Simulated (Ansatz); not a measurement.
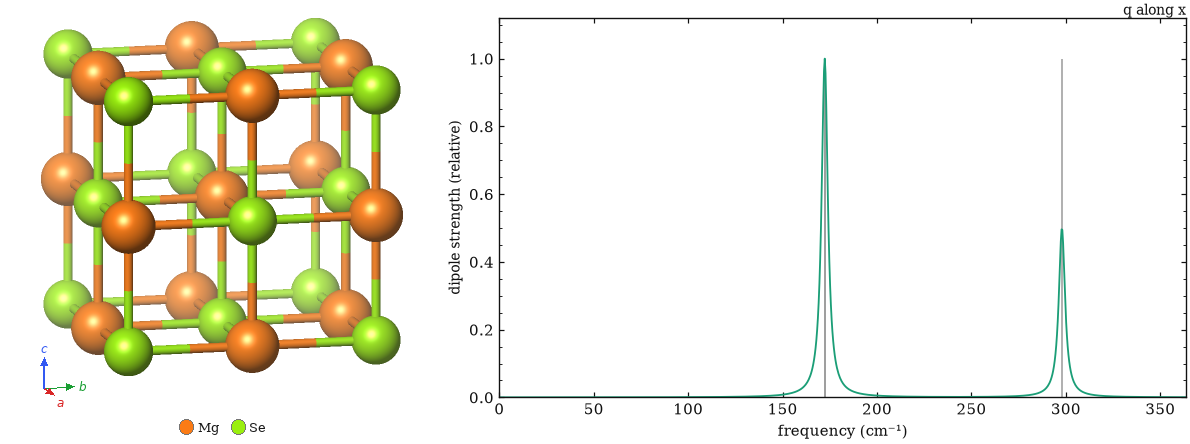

Figure. Polar optical modes, transverse and longitudinal, approaching the zone centre along x for MgSe, space group Fm-3m (No. 225) (cell built by us, not taken from a database). Lines are broadened by Lorentzians of 4 cm⁻¹ full width; the spectrum is scaled to its strongest line. The conventional cell is drawn beside the plot.

How it was computed, with Ansatz 0.2.0: optical phonons of an insulator on the approach to the zone centre along x, y and z with the field of polar modes, imaginary frequencies are negative, field response on a mesh refined by the program; plane waves with PAW datasets. Level: PBE, no spin polarisation.

- wave cutoff: 420 eV
- k mesh: 12×12×12
- occupations: fixed
- pressure: 0 GPa

Structure:
```yaml
crystal:
  lattice:
    - [-1.94747, 1.94747, 2.75411]
    - [1.94747, -1.94747, 2.75411]
    - [1.94747, 1.94747, -2.75411]
  atoms:
    - { symbol: Mg, position: [0.50000, 0.50000, 0.00000] }
    - { symbol: Se, position: [0.00000, 0.00000, 0.00000] }
```
